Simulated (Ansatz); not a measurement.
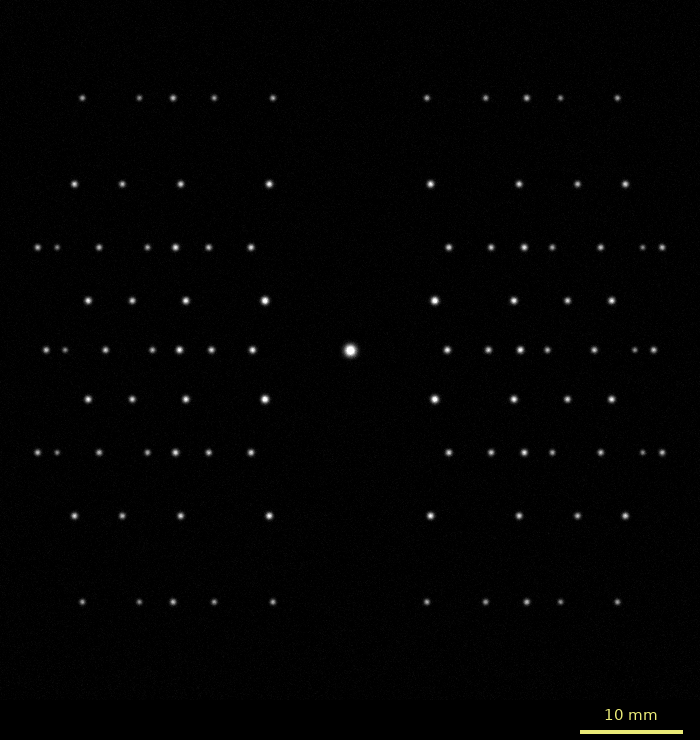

Simulated X-ray rotation photograph: Mo Kα radiation (λ = 0.7107 Å), cylindrical film of radius 30.0 mm unrolled, rotation axis vertical and normal to the beam, kinematic intensities without Lorentz or polarisation factors, the film spanning ±63° about the beam; spots down to d = 0.70 Å.

Question: What lattice repeat along the rotation axis do the layer lines give?

Answer: The first layer line lies 4.8 mm from the equator, so tan ν = 0.162, sin ν = 0.159 and the period is λ/sin ν = 4.46 Å. Further lines follow at 10.1, 16.3, 24.9 mm.

The crystal is Mo, space group Im-3m (No. 229), a = 3.15 Å. Structure: the geometry relaxed with Ansatz, DFT r2SCAN, scalar-relativistic, plane waves, PAW; the starting structure was generated, so it need not be a known form of this composition.

Question: About which axis was it rotated?

Answer: About [110] (or an equivalent direction), whose length in the conventional cell is 4.456 Å.
